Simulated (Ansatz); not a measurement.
```
C
1.0
     4.26946    0.00000    0.00000
    -2.13473    3.69746    0.00000
     0.00000    0.00000   23.74417
C
18
Direct
  0.66667 0.33333 0.35798
  0.00000 0.00000 0.35798
  0.33333 0.66667 0.35798
  0.33333 0.33333 0.35798
  0.66667 0.00000 0.35798
  0.00000 0.66667 0.35798
  0.66667 0.33333 0.50000
  0.00000 0.00000 0.50000
  0.33333 0.66667 0.50000
  0.66667 0.66667 0.50000
  0.00000 0.33333 0.50000
  0.33333 0.00000 0.50000
  0.66667 0.33333 0.64202
  0.00000 0.00000 0.64202
  0.33333 0.66667 0.64202
  0.33333 0.33333 0.64202
  0.66667 0.00000 0.64202
  0.00000 0.66667 0.64202
```

Theory: DFT PBE+D3(BJ), scalar-relativistic, plane waves, PAW in Ansatz.

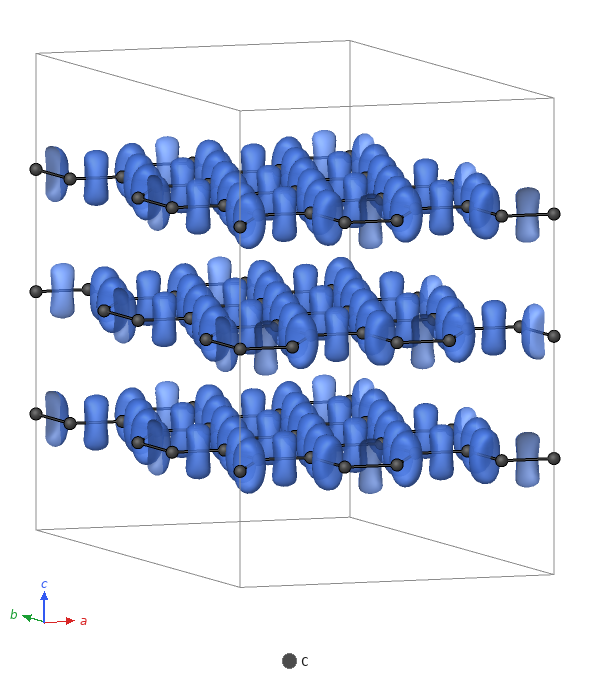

C (slab). Isosurface of the ELF at 0.75 (blue), seen at an oblique angle. Core shells and regions of very low density are left out. Sticks mark near contacts.

Question: Describe the localisation domains.

Answer: The surface consists of 27 regions between bonded C–C atoms (shared pairs), counted in one cell of 18 atoms. Counts are for one cell; the picture repeats the cell along the surface. Along the contacts the grid gives the following. C–C (1.42 Å): the ELF peaks at about 0.95 between the atoms; a covalent bond.
